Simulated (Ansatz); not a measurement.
The calculation's input:

```
crystal:
  lattice:
    - [5.6399448982, 0.0, 0.0]
    - [0.0, 5.6399448982, 0.0]
    - [0.0, 0.0, 2.9298189058]
  atoms:
    - { symbol: S, position: [0.61660862, 0.38339138, 0.0] }
    - { symbol: S, position: [0.38339138, 0.61660862, 0.0] }
    - { symbol: S, position: [0.11660862, 0.11660862, 0.5] }
    - { symbol: S, position: [0.88339138, 0.88339138, 0.5] }
hamiltonian:
  xc: pbe
  pseudopotentials: { kind: paw }
kpoints:
  mp_grid: { grid: [5, 5, 9] }
scf:
  occupations: { method: fermi_dirac, width: 0.05 }
output:
  forces: true
  stress: true
  eigenvalues: true
  write_density: true
  write_potential: true
  elf: true
  volumetric_format: npy
```

Command:

```sh
ansatz run input.yaml --threads 2 --pin off --max-ram 5120MiB --backend cpu --events-out ev --progress --plain --runs-dir out
```

Below, planes, directions and counts refer to the conventional cell (a = 5.64 Å, b = 5.64 Å, c = 2.93 Å, α = 90.00°, β = 90.00°, γ = 90.00°).

Space group P4₂/mnm; a structure from a database of computed crystals, not necessarily the ambient phase; not relaxed (largest force 1.3 eV/Å); computed pressure about 4 GPa in this cell.

Level of theory: Ansatz 0.2.0, Kohn-Sham DFT of a periodic cell, PBE, Ansatz PAW.

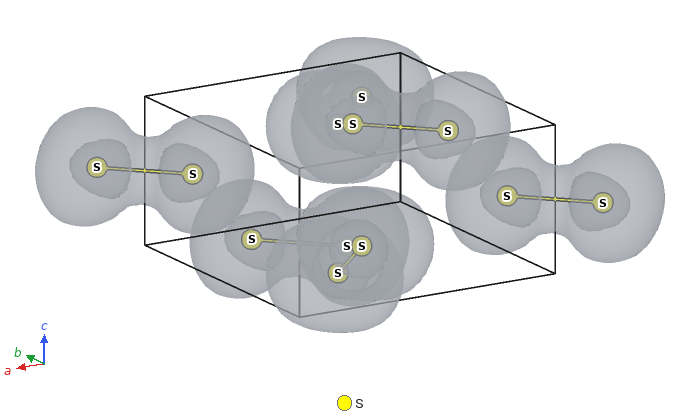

S. Isosurface of the ELF at 0.7 (grey), seen at an oblique angle. Core shells and regions of very low density are left out. Sticks mark near contacts.

Question: Describe the localisation domains.

Answer: The ELF exceeds this value in two regions between bonded S–S atoms, counted in one cell of 4 atoms. Regions shared between cells count once. Profiles from the grid: S–S (1.86 Å): the ELF peaks at about 0.80 between the atoms.
